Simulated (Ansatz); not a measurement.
System: AlCu₃, space group Fm-3m (No. 225).

Structure:
```xyz
4
Lattice="0.0000 2.8841 2.8841 2.8841 0.0000 2.8841 2.8841 2.8841 0.0000" Properties=species:S:1:pos:R:3 pbc="T T T"
Al    0.0000    0.0000    0.0000
Cu    2.8841    2.8841    2.8841
Cu    1.4420    1.4420    1.4420
Cu    4.3261    4.3261    4.3261
```

Method: harmonic phonon frequencies at the irreducible points of a q mesh with atoms at rest in the given cell, q in fractions of the reciprocal cell vectors, no long-range term at q = 0, imaginary frequencies are negative, the first points where there are many; plane waves with PAW datasets (Ansatz 0.2.0). Level: PBEsol, no spin polarisation.

- wave cutoff: 420 eV
- k mesh: 12×12×12
- occupations: Fermi–Dirac
- smearing width: 0.15 eV
- pressure: 0 GPa
- phonon method: linear response
- q mesh: 2×2×2

Predict the phonon frequencies at several wave vectors (in fractions of the reciprocal vectors of the given cell).

Imaginary modes appear at (0 −0.5 −0.5), the softest at 32.5i cm⁻¹, so the structure is dynamically unstable. The highest mode among the wave vectors computed lies at 313.3 cm⁻¹, at (0 −0.5 −0.5).

```
           at  frequency (cm⁻¹)
      (0 0 0)               0.0
      (0 0 0)               0.0
      (0 0 0)               0.0
      (0 0 0)             162.2
      (0 0 0)             162.2
      (0 0 0)             162.2
      (0 0 0)             194.4
      (0 0 0)             194.4
      (0 0 0)             194.4
      (0 0 0)             298.3
      (0 0 0)             298.3
      (0 0 0)             298.3
   (0 0 -0.5)              85.4
   (0 0 -0.5)              85.4
   (0 0 -0.5)             101.3
   (0 0 -0.5)             101.3
   (0 0 -0.5)             132.3
   (0 0 -0.5)             147.8
   (0 0 -0.5)             208.5
   (0 0 -0.5)             216.2
   (0 0 -0.5)             216.2
   (0 0 -0.5)             302.4
   (0 0 -0.5)             302.4
   (0 0 -0.5)             305.2
(0 -0.5 -0.5)             -32.5
(0 -0.5 -0.5)             -32.5
(0 -0.5 -0.5)             166.1
(0 -0.5 -0.5)             166.1
(0 -0.5 -0.5)             174.3
(0 -0.5 -0.5)             175.6
(0 -0.5 -0.5)             177.6
(0 -0.5 -0.5)             193.0
(0 -0.5 -0.5)             193.0
(0 -0.5 -0.5)             295.9
(0 -0.5 -0.5)             313.3
(0 -0.5 -0.5)             313.3
```

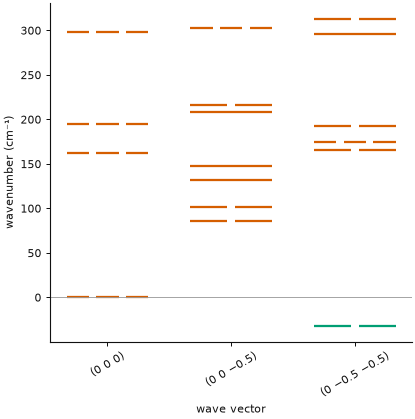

Imaginary frequencies are drawn as negative.

Limits of the calculation: metal sensitive to the k mesh; phonon interpolation lacks quadrupole term; vibrations at or below zero.
